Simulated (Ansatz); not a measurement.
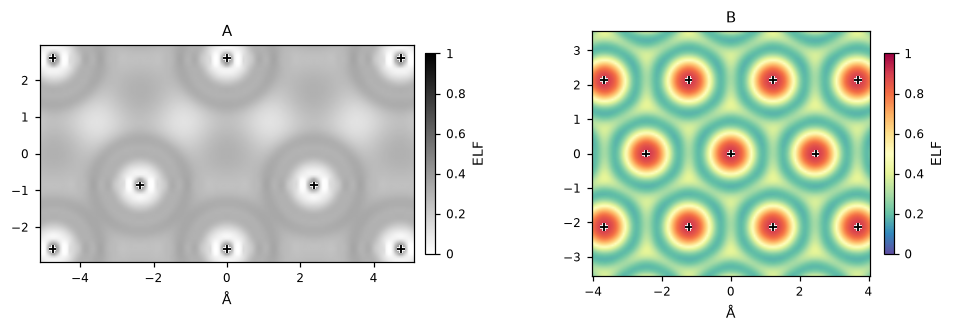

The electron localisation function of 2 systems, each on a plane through atoms (crosses mark nuclei in the plane).

Level of theory: DFT, LDA (PW92), plane waves (420 eV) with PAW, scalar-relativistic in Ansatz 0.2.0.

System 1: Ga, the (110) plane of the conventional cell. Space group P6₃/mmc; set up as Ga, hcp; a generated structure, not necessarily the stable one; changed on purpose from its base cell (volume × 1.08); computed pressure about −4 GPa in this cell.

```
Ga
1.0
     3.00990    0.00000    0.00000
    -1.50495    2.60665    0.00000
     0.00000    0.00000    4.75192
Ga
2
Cartesian
  0.0000 1.7378 1.1880
  1.5050 0.8689 3.5639
```

System 2: Mn, the (001) plane of the conventional cell. Space group P6₃/mmc; set up as Mn, beta-Sn type; a generated structure, not necessarily the stable one; changed on purpose from its base cell (volume × 1.04); computed pressure about −12 GPa in this cell; the program warned that a starting moment wasn't kept; spin-polarised, but the moments vanished.

> Match each panel to its system.

Panel A is system 1, Ga: the plane holds Ga. Ga–Ga (2.94 Å): the ELF is about 0.35 at the midpoint. Panel B is system 2, Mn: the plane holds Mn. Mn–Mn (2.46 Å): the ELF is about 0.30 at the midpoint (no shared electron pair shows on this line).
